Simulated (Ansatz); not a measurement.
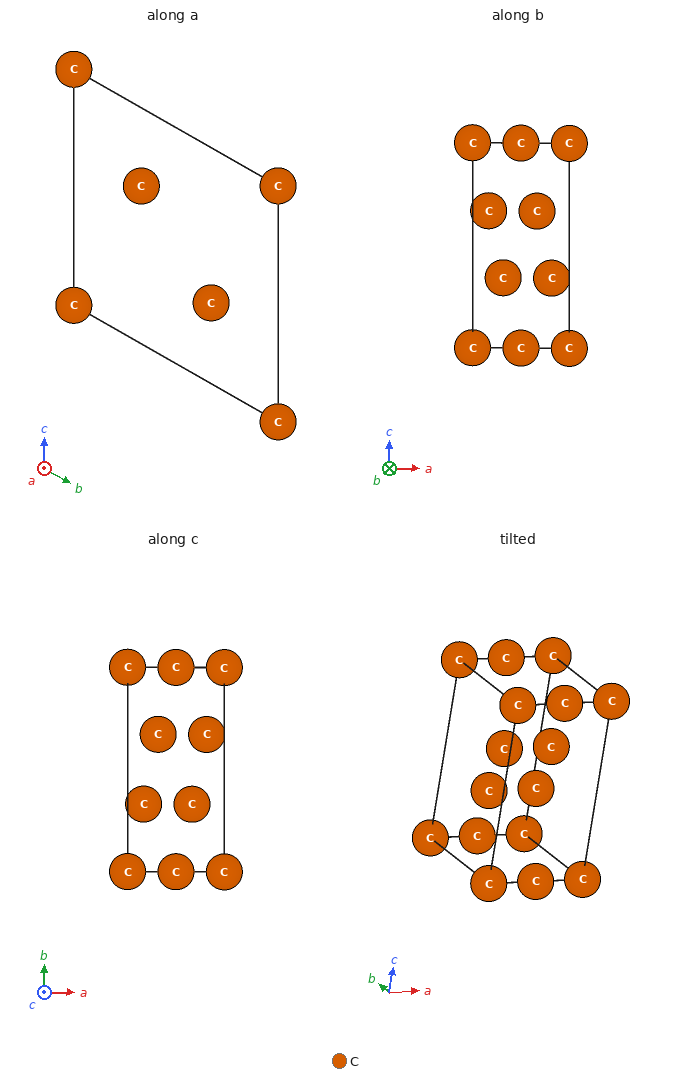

Crystal structure, spheres-only style, seen along the a axis, along the b axis, along the c axis and slightly off an axis. Atoms at the boundary of the unit cell (the box) are drawn once for each face, edge or corner they touch.

Lattice parameters: a = 2.568 Å, b = 6.240 Å, c = 6.261 Å, α = 119.71°, β = 90.34°, γ = 90.01°. Put a along x and b in the xy plane.

Q: Convert the drawing into a POSCAR file, with free fractional coordinates to two decimals.

A:
```
C
1.0
     2.568    0.000    0.000
    -0.001    6.240    0.000
    -0.037   -3.103    5.438
C
6
Direct
  0.00 0.00 0.00
  0.50 0.00 0.00
  0.67 0.33 0.67
  0.17 0.33 0.67
  0.82 0.67 0.34
  0.32 0.67 0.34
```

The structure was taken from a textbook structure type filled with this element (whether it is the usual form wasn't checked). The final geometry of a relaxation with DFT PBE, scalar-relativistic, plane waves, PAW in Ansatz 0.2.0 is shown.
